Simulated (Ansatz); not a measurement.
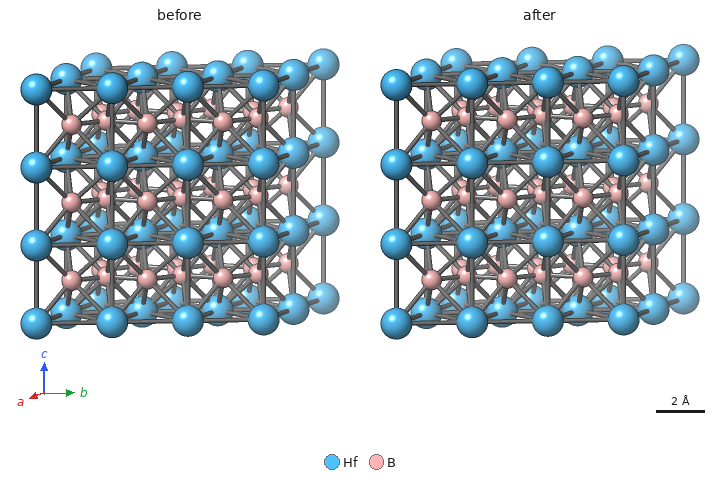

The structure of solid HfB2 (set up in P6/mmm) before (left) and after (right) a relaxation, at one scale.

The picture is a ball-and-stick view of the cell of the calculation, repeated 2 × 3 × 3 with one cell outlined, seen slightly off an axis.

Case: film's bulk on the substrate's plane, third vector and atoms relaxed.

These are results of DFT PBEsol, scalar-relativistic, plane waves, PAW in Ansatz 0.2.0, not measurements.

The input:
```yaml
crystal:
  lattice:
    - [3.2188796041, 0.0, 0.0]
    - [-1.609439802, 2.7876315088, 0.0]
    - [0.0, 0.0, 3.3295533989]
  atoms:
    - { symbol: Hf, position: [0.0, 0.0, 0.0] }
    - { symbol: B, position: [0.6666666667, 0.3333333333, 0.5] }
    - { symbol: B, position: [0.3333333333, 0.6666666667, 0.5] }
basis:
  ecutwfc: 420
kpoints:
  mp_grid: { grid: [12, 12, 10] }
hamiltonian:
  xc: pbesol
scf:
  occupations: { method: gaussian, width: 0.1 }
output:
  forces: true
  stress: true
  eigenvalues: true
relax:
  adjacent_minimum: "off"
  f_tol: 0.01
  max_steps: 50
  cell: { fix: [a, b, gamma], stress_tol: 0.1 }
```

Launched with:
```bash
ansatz run input.yaml --threads 4 --pin off --max-ram 10240MiB --backend cpu --events-out ev --progress --plain --runs-dir out
```

### What changed between the two?

No atom moves by more than 0.005 Å relative to the cell. Cell: a = b unchanged at 3.219 Å, c 3.330 → 3.393 Å (+1.9 %). Volume +1.9 %. Some distances before and after: Hf1–Hf1 3.330 → 3.393 Å, Hf1–B2 2.495 → 2.516 Å. The space group stays P6/mmm (No. 191). After 3 accepted moves (4 points after the start) the energy has fallen by 14.5 meV per cell of the calculation. All forces vanish by symmetry, so only the cell relaxes. The pressure goes from −6.58 to −10.78 GPa. At 1 point the geometry stayed and the basis and grid were re-selected for the new cell (energy shift of 0.6 meV per cell of the calculation at most each time). Cost: 4.6 s on 4 threads of Arm Neoverse V2, with other jobs on the host, peak memory 0.39 GiB.
